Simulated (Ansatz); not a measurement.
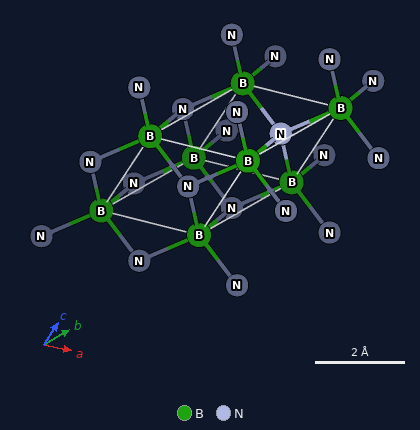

Fig. 1: The structure (ball-and-stick view of the reduced cell, seen at an oblique angle; neighbours outside the cell are drawn fainter). Near neighbours in the crystal (not all of them lie inside the picture): B has 4 N at 1.55 to 1.57 Å; N has 4 B at 1.55 to 1.57 Å.

Run report: BN, band-structure calculation

The run: band-structure calculation of BN (R3m, 2 atoms in the cell). Method and program: DFT, r2SCAN, plane waves, PAW, no spin polarisation (Ansatz 0.2.0).

The structure was built on a prototype by a generator. The geometry comes from this level: r2SCAN (a point of a series of strains). It belongs to a series of runs on one base structure; here: epitaxial_111 strain -1.1%.

### Output
```
scf.n_extra_bands = 4 over 4 filled bands (N_el = 8.0): the run solves 8 bands
Engine: ansatz 0.2.0, aarch64-unknown-linux-gnu
Pseudopotentials: kind: paw
Pseudopotential: B, paw, valence charge 3, recommended cutoff 500 eV (meta_gga), B.paw.azcp
Pseudopotential: N, paw, valence charge 5, recommended cutoff 500 eV (meta_gga), N.paw.azcp
Functional definition: r2SCAN
  parameter k0 = 0.174
  parameter k1 = 0.065
  parameter a1 = 4.9479
  exchange = r2scan_x(k0 = k0, k1 = k1, a1 = a1)
  correlation = r2scan_c
Crystal: 2 atoms, lattice volume = 11.525 Å³
Basis set: ecut = 500 eV, 289 PW (Γ), exchange–correlation on 80×80×80 points (64 copies of the dense FFT grid, shifted against one another)
Bands: 8, of which v1, the nominal top of the filled ones, is band 4 counted from 1 (3 counted from 0)
Symmetry: 6 space group operations
Space group: R3m (ITA 160), of the structure as read, at distance tolerance 2.3e-5 Å
k-points: 189 of 1728 (time reversal used)
Non-local potential: B, projectors of the file, l = 0: 2, l = 1: 2, l = 2: 1
Non-local potential: N, projectors of the file, l = 0: 2, l = 1: 2, l = 2: 1
PAW form: soft (Blöchl's): semilocal exchange-correlation on the pseudo side does not see the compensation charge
PAW frozen core: B, regenerated for the run's functional (the file was generated under x = pbe(κ = 0.804, μ = 0.2195149727645171), c = pbe(β = 0.06672455060314922))
PAW frozen core: N, regenerated for the run's functional (the file was generated under x = pbe(κ = 0.804, μ = 0.2195149727645171), c = pbe(β = 0.06672455060314922))
PAW one-centre angular grid: B, 302 points (default); XC on 160 Gauss nodes
PAW one-centre angular grid: N, 302 points (default); XC on 160 Gauss nodes
Initial density: superposition of atomic densities (neutral atoms: chi_scale 0, normalization atom), corrected by the library's trained network
Initial wavefunctions: pseudopotential atomic-orbital guess
Functional: x = r2scan, c = r2scan; τ floored in thin density (d = 2e-4 eV/Å³)
SCF iter   1: F=—  HF=-543.901594 eV  |F-HF|=—  |Δ(HF+E_count)|=         —  Δρ=1.16e-2  dr2=1.14e-2  dr2_τ=3.47e-1  ethr=1.77e-3  ⟨swp⟩=4.0  Hψ=8714  notcnv=0  defer=278
preconditioner: auto → none  [insulator: Δε(μ)=4.934 eV  Ē_g=21.677 eV  n_scr=0 (ndim 8)  ℏωp=30.9 eV  f_vac=0.000  ε∞_Penn≈3.0]
SCF iter   2: F=—  HF=-543.996621 eV  |F-HF|=—  |Δ(HF+E_count)|=   9.50e-2  Δρ=6.63e-3  dr2=1.91e-3  dr2_τ=2.02e-4  ethr=1.42e-4  ⟨swp⟩=2.0  Hψ=4181  notcnv=0  defer=359
SCF iter   3: F=—  HF=-543.996853 eV  |F-HF|=—  |Δ(HF+E_count)|=   2.32e-4  Δρ=1.34e-3  dr2=7.50e-5  dr2_τ=2.72e-5  ethr=2.39e-5  ⟨swp⟩=3.0  Hψ=2447  notcnv=0  defer=371
SCF iter   4: F=—  HF=-543.996865 eV  |F-HF|=—  |Δ(HF+E_count)|=   1.24e-5  Δρ=1.39e-4  dr2=1.01e-6  dr2_τ=1.26e-7  ethr=9.38e-7  ⟨swp⟩=2.0  Hψ=1913  notcnv=0  defer=371
SCF iter   5: F=—  HF=-543.996865 eV  |F-HF|=—  |Δ(HF+E_count)|=   2.32e-7  Δρ=5.29e-5  dr2=2.62e-7  dr2_τ=1.24e-8  ethr=1.26e-8  ⟨swp⟩=2.3  Hψ=2148  notcnv=0  defer=371
SCF iter   6: F=-543.996865 eV  HF=-543.996865 eV  |F-HF|=2.08e-10  |Δ(HF+E_count)|=   4.40e-9  Δρ=7.56e-6  dr2=2.91e-9  dr2_τ=2.12e-10  ethr=1.25e-9  ⟨swp⟩=6.1  Hψ=7966  notcnv=0
SCF 1 converged in 6 iterations: F = -543.996865 eV  dr2 = 2.91e-9
  greatest PAW one-centre occupation: 0.798 electrons in one spin orbital (limit 2), on the N atom at site 1 (counted from 0), in its partial waves of l = 0
NSCF: frozen V_eff on 6 k-points
SCF converged after 6 iterations
Free energy (F): -543.996865 eV
Harris-Foulkes:  -543.996865 eV  (|F-HF|=2.08e-10)
Internal energy: -543.996865 eV  (E = F + TS)
E sigma→0 (E₀):  -543.996865 eV
Fermi energy:    11.430353 eV
--- Per-component energies (eV) ---
  E_band       = 24.108451
  E_kinetic    = 187.405525
  E_local      = -172.863479  (includes V_loc(G=0)·N_el)
  E_nonlocal   = 56.077230
  E_hartree    = 49.024116
  E_xc         = -92.669203
  E_vxc        = -128.270150  (∫ρ·V_xc dr)
  E_paw        = -209.612352  (= ΣΔE_a)
  E_vpaw       = -23.304811  (= ΣTr[D̂ρ^β])
  E_aug_tail   = 0.000022  (compensation charges beyond the density's cutoff)
  E_vtau       = 7.016465  (kinetic-family band-sum trace: ∫τ·v_τ [+ j·A + Jᵃ·Aᵃ] dr)
  E_ewald      = -361.310718
  E_core_change = -0.048007  (= ΣΔE_core)
  E_smearing   = -0.000000  (= −TS)
  E_closure    = 0.000000  (closes the sum)
  Σ components = -543.996865   (vs F -543.996865, Δ=0.00e0)
--- Forces (eV/Å), atoms counted from 1 ---
  atom   1  B     -0.00007244    -0.00007244    -0.00007244
  atom   2  N      0.00007385     0.00007385     0.00007385
  max |Σ_I F_I| component: 1.41e-6 eV/Å
--- Stress (GPa, compression-positive) ---
        8.259219      -4.184375      -4.184375
       -4.184375       8.259219      -4.184375
       -4.184375      -4.184375       8.259219
  P = ⅓ Tr σ = 8.2592 GPa (82.592 kbar)
--- Band table (eV; the first three rows and the last of 189) ---
  k-point 0: bands = ["-10.1679", "11.3590", "11.4304", "11.4304", "20.8134", "21.2122", "21.2122", "22.9022"]
  k-point 1: bands = ["-9.9884", "10.4655", "11.1761", "11.2338", "21.0703", "21.4534", "21.5093", "23.5129"]
  k-point 2: bands = ["-9.4568", "8.2478", "10.7102", "10.7546", "21.5401", "21.9904", "22.1947", "24.9343"]
  k-point 188: bands = ["-5.8713", "0.0667", "9.4519", "9.4519", "22.7664", "23.1579", "23.1579", "28.0570"]
```

### File bands.tsv
```
# k_distance	band_0	band_1	band_2	band_3	band_4	band_5	band_6	band_7
# fermi_ev = 11.430353
# lock_threshold_ev = 1e-6
# [0, 0, 0] at k_distance = 0.000000
# [-0.5, -0.5, 0] at k_distance = 1.752402
# [-0.375, -0.375, 0.25] at k_distance = 2.369327
# [-0.375, 0, 0.375] at k_distance = 3.443971
# [0, 0, 0.5] at k_distance = 4.518615
# [-0.5, -0.25, 0.25] at k_distance = 5.752465
# levels_relative_to = fermi_ev
# free_energy_ev = -543.996865
# largest_residual_norms_ev = 3.250e-4 3.843e-4 2.568e-4 3.046e-4 1.279e-3 1.367e-3 1.089e-3 1.486e-3
0.000000	-21.598261	-0.071386	0.000000	0.000000	9.383037	9.781818	9.781818	11.471812
1.752402	-15.733720	-9.505341	-5.322377	-5.155092	5.000502	9.964118	19.639219	19.665451
2.369327	-15.686063	-8.675319	-8.135685	-4.288066	7.675204	13.766767	17.318721	18.273117
3.443971	-15.633115	-8.656379	-8.099298	-4.425873	7.476080	14.057993	17.220070	18.289369
4.518615	-17.148001	-11.319662	-2.122974	-2.113579	10.952129	11.519448	11.709988	16.656226
5.752465	-15.425508	-8.102638	-7.410821	-6.869240	10.431626	14.505082	15.636304	15.963944
```

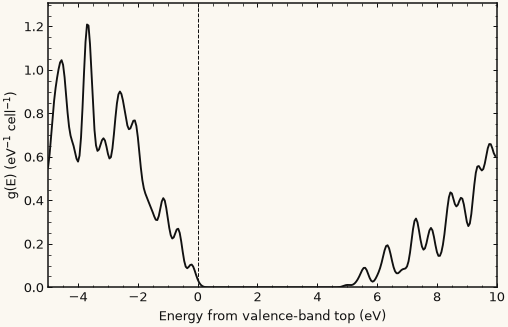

Fig. 2: Density of states (the curve is built from the levels of the k mesh with Gaussians 0.3 eV wide, which also blur the band edges), with energies from the valence-band top. There is a gap of 5.00 eV on the k-point mesh. Small ripples come from the finite k-point mesh.

This output came from the following input.

### Input
```yaml
crystal:
  lattice:
    - [0.0153609458, 1.8005138019, 1.8005138019]
    - [1.8005138019, 0.0153609458, 1.8005138019]
    - [1.8005138019, 1.8005138019, 0.0153609458]
  atoms:
    - { symbol: B, position: [5.91269e-05, 5.91269e-05, 5.91269e-05] }
    - { symbol: "N", position: [0.2499408731, 0.2499408731, 0.2499408731] }
kpoints:
  mp_grid: { grid: [12, 12, 12] }
  band_path:
    path:
      - [0.0, 0.0, 0.0]
      - [-0.5, -0.5, 0.0]
      - [-0.375, -0.375, 0.25]
      - [-0.375, 0.0, 0.375]
      - [0.0, 0.0, 0.5]
      - [-0.5, -0.25, 0.25]
    npoints: 1
hamiltonian:
  xc: r2scan
scf:
  occupations: { method: fixed }
  n_extra_bands: 4
output:
  forces: true
  stress: true
  eigenvalues: true
```

### Key numbers

```tsv
quantity	value
outcome	converged
space group (tolerance 0.01 Å)	R3m (160)
electrons treated	8
free energy	−543.9969 eV
Fermi energy	11.430 eV
gap on the k-point mesh	5.00 eV
pressure	8.26 GPa
largest force (length of the vector)	under 0.001 eV/Å
hardware	4 threads of an Arm (aarch64) CPU, shared host
wall time	2.4 s (CPU time 6.8 s)
peak memory	0.32 GiB
```

### Remarks

The cell is under a pressure of 8.3 GPa at this level, so it is not at its equilibrium volume.
